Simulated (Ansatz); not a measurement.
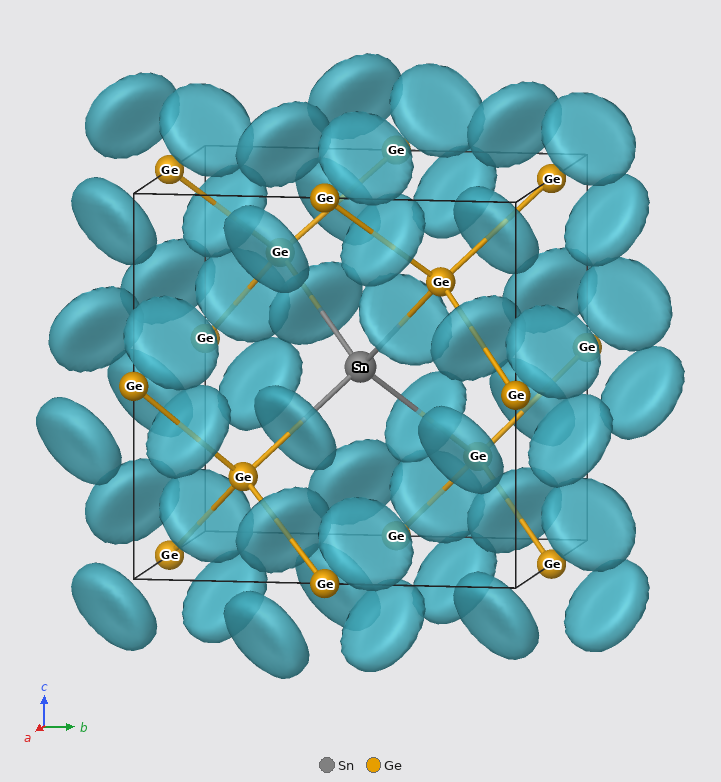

The picture shows: SnGe7. Isosurface of the ELF at 0.6 (cyan), seen slightly off an axis. Core shells and regions of very low density are left out. Sticks mark near contacts.

Space group P-43m; a generated structure, not necessarily the stable one.

Method: DFT PBEsol, scalar-relativistic, plane waves, PAW in Ansatz.

In a PAW calculation such maps are meaningful between the atoms, not at the nuclei.

### Identify the bonds, lone pairs and shells in this picture.

The surface consists of twelve regions between bonded Ge–Ge atoms and four regions between bonded Ge–Sn atoms, counted in one cell of 8 atoms. Any copies at cell faces, edges or corners count once. Along the contacts the grid gives the following. Ge–Ge (2.48 Å): the ELF peaks at about 0.75 between the atoms. Sn–Ge (2.59 Å): the ELF peaks at about 0.70 between the atoms.

### Does the calculation make it a metal, or give it a gap?

It is metallic or semimetallic at this level of theory: no gap opens.
